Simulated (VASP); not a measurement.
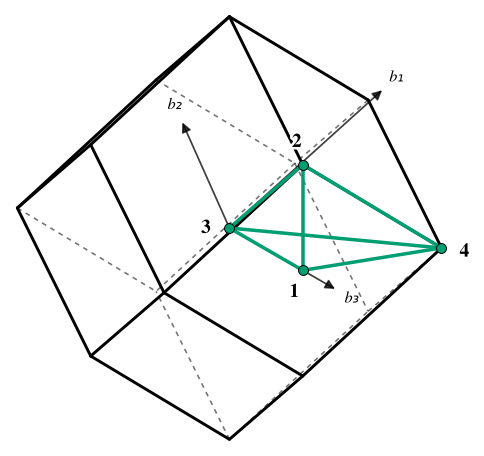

Crystal: Rb, an entry of the Crystallography Open Database, as set up for an electronic-structure calculation. The first Brillouin zone of a body-centred cubic lattice (cI; extended symbol cI1) is drawn with its special points numbered. The drawing is computed from the coordinates (standard cell, symmetry found to 0.002 Å).

a = 5.605 Å, b = 5.605 Å, c = 5.605 Å, α = 90.00°, β = 90.00°, γ = 90.00°.

Labels and path follow the convention of Hinuma et al. (2017), as computed by seekpath; the arrows show the directions of the reciprocal primitive vectors b₁, b₂, b₃, in which coordinates are given.

Question: Which special point is each number?

Answer:
```
no.  label       coordinates
  1      N       (0, 0, 1/2)
  2      P   (1/4, 1/4, 1/4)
  3      Γ         (0, 0, 0)
  4      H  (1/2, −1/2, 1/2)
```
